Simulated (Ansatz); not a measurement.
Read the following structure.

```
CELL_PARAMETERS angstrom
3.88335 -0.01979 -0.00786
-0.01979 3.80128 -0.04378
-0.00786 -0.04378 3.82251
ATOMIC_POSITIONS crystal
Ir 0.00000 0.00000 0.00000
Ir 0.50000 0.50000 0.00000
Ir 0.50000 0.00000 0.50000
Ir 0.00000 0.50000 0.50000
```

> Say what kind of structure these coordinates give.

The element is iridium. Strictly the space group is P-1 (No. 2, within 0.01 Å). It is a distorted form of a face-centred cubic structure, space group Fm-3m (No. 225) within 0.25 Å: face-centred cubic (Cu type). The cell holds four atoms. About every Ir there are twelve Ir in a cuboctahedral arrangement at 2.66 to 2.73 Å. The bonds build a three-dimensional framework.

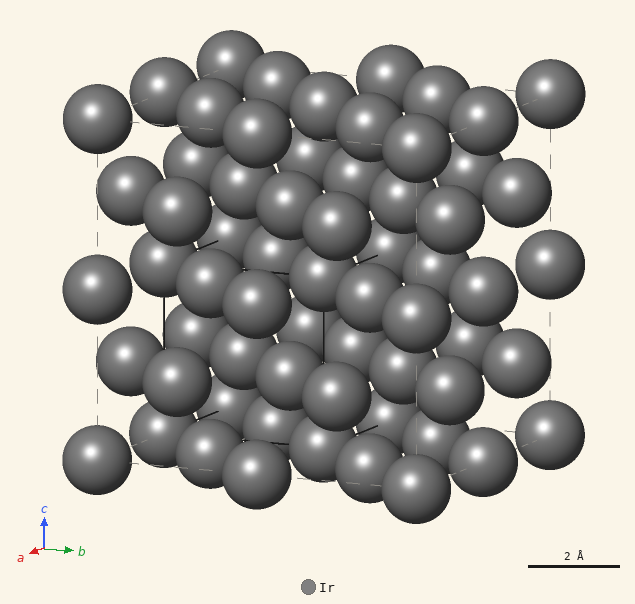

Crystal structure, spheres-only style, seen slightly off an axis. Shown are 2×2×2 repeats of the drawn cell (a repeat of the simulation cell), one of them outlined in solid lines.

Source of the structure: a structure listed in the Materials Project. Earlier steps of the study may have refined or changed the cell and positions. A calculation with Ansatz used it as input.

At this level of theory the cell isn't at rest (compressed, at 11 GPa), so its distances can differ from those at equilibrium, the more so the softer the solid.
